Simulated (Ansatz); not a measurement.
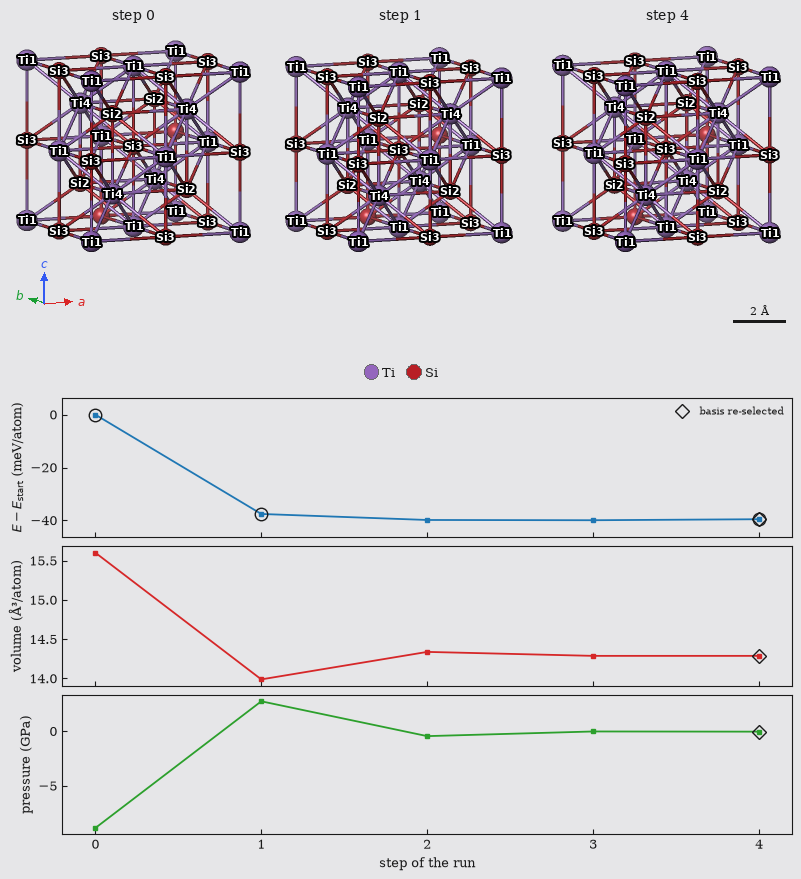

Frames of a relaxation of a crystal of TiSi (set up in Fd-3m), marked on the history of the run. A ball-and-stick model of the conventional cell (4 times the calculation's cell), seen slightly off an axis. Lengths and directions refer to the drawn axes.

Case: 2 of 4 Ti sites taken by Si, cell and atoms relaxed.

Computed with Ansatz, DFT r2SCAN, scalar-relativistic, plane waves, PAW.

Input file:
```yaml
crystal:
  lattice:
    - [0.0, -3.1482442955, 3.1482442955]
    - [3.1482442955, -3.1482442955, 0.0]
    - [3.1482442955, 0.0, 3.1482442955]
  atoms:
    - { symbol: Ti, position: [0.0, 0.0, 0.0] }
    - { symbol: Si, position: [0.25, 0.25, 0.25] }
    - { symbol: Si, position: [0.5, 0.5, 0.5] }
    - { symbol: Ti, position: [0.75, 0.75, 0.75] }
basis:
  ecutwfc: 500
kpoints:
  mp_grid: { grid: [12, 12, 12] }
hamiltonian:
  xc: r2scan
scf:
  occupations: { method: gaussian, width: 0.1 }
output:
  forces: true
  stress: true
  eigenvalues: true
  write_density: true
  write_potential: true
  elf: true
  volumetric_format: npy
relax:
  adjacent_minimum: "off"
  f_tol: 0.015
  max_steps: 60
  cell: { stress_tol: 0.15 }
```

Run as
```bash
ansatz run input.yaml --threads 1 --pin off --max-ram 2560MiB --backend cpu --events-out ev --progress --plain --runs-dir out
```

**Describe the path.**

Over 3 accepted moves (4 points after the start) the energy falls by 39.6 meV per atom. All forces vanish by symmetry, so only the cell relaxes. Pressure: −8.86 GPa at the start and −0.04 GPa at the end. At 1 point the geometry stayed and the basis and grid were re-selected for the new cell (energy shift of 0.4 meV per atom at most each time). The atoms keep their places relative to the cell (all moves are under 0.005 Å). Cell: a = b = c 6.296 → 6.115 Å (−2.9 %). Volume −8.4 %. Some distances before and after: Si2–Ti4 3.148 → 3.057 Å, Si3–Ti4 2.726 → 2.648 Å, Ti1–Ti4 2.726 → 2.648 Å. The space group stays Fd-3m (No. 227). From step 0 to 1: volume −10.3 %, energy −37.6 meV per atom. From step 1 to 4: volume +2.1 %, energy −2.0 meV per atom.
